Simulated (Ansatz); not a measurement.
Rh

Input

```
crystal:
  lattice:
    - [0.0, 1.8825345, 1.8825345]
    - [1.90155, -0.0190155, 1.90155]
    - [1.90155, 1.90155, -0.0190155]
  atoms:
    - { symbol: Rh, position: [0.0, 0.0, 0.0] }
basis:
  ecutwfc: 500
kpoints:
  mp_grid: { grid: [22, 22, 22] }
hamiltonian:
  xc: r2scan
scf:
  occupations: { method: gaussian, width: 0.15 }
output:
  forces: true
  stress: true
  eigenvalues: true
  write_density: true
  write_potential: true
  elf: true
  volumetric_format: npy
```

Command:

```sh
ansatz run input.yaml --threads 1 --pin off --max-ram 2560MiB --backend cpu --events-out ev --progress --plain --runs-dir out
```

Below, planes, directions and counts refer to the conventional cell (a = 2.66 Å, b = 2.72 Å, c = 3.80 Å, α = 90.00°, β = 90.00°, γ = 90.00°).

Space group Immm; changed on purpose from its base cell (strain -0.0200 x Voigt [0, 0, 0, 1, 0, 0], atoms carried along); computed without spin polarisation.

All numbers below come from DFT r2SCAN, scalar-relativistic, plane waves, PAW in Ansatz.

What can the converged valence pseudo-density and electron localisation function tell about the bonding?

Answer. Rh–Rh (2.66 Å): ρ is about 0.37 e/Å³ halfway; the ELF is about 0.25 at the midpoint (no localised pair shows between them).
Rh–Rh (2.72 Å): the density is about 0.35 e/Å³ at the midpoint; the ELF is about 0.25 at the midpoint: no shared electron pair shows on this line.

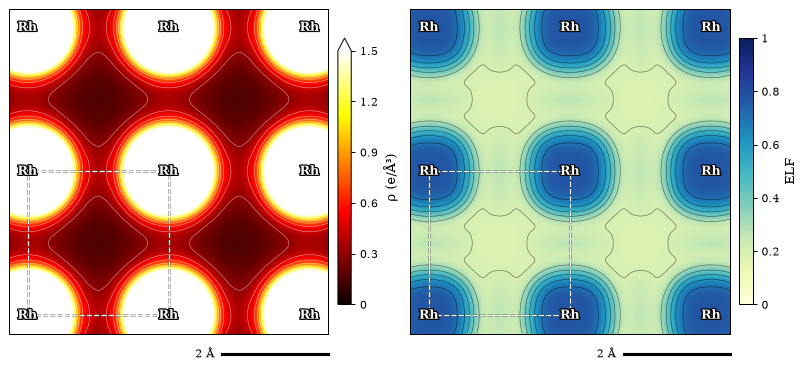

Computed valence pseudo-density and electron localisation function on the (001) plane of the conventional cell, in this order. 
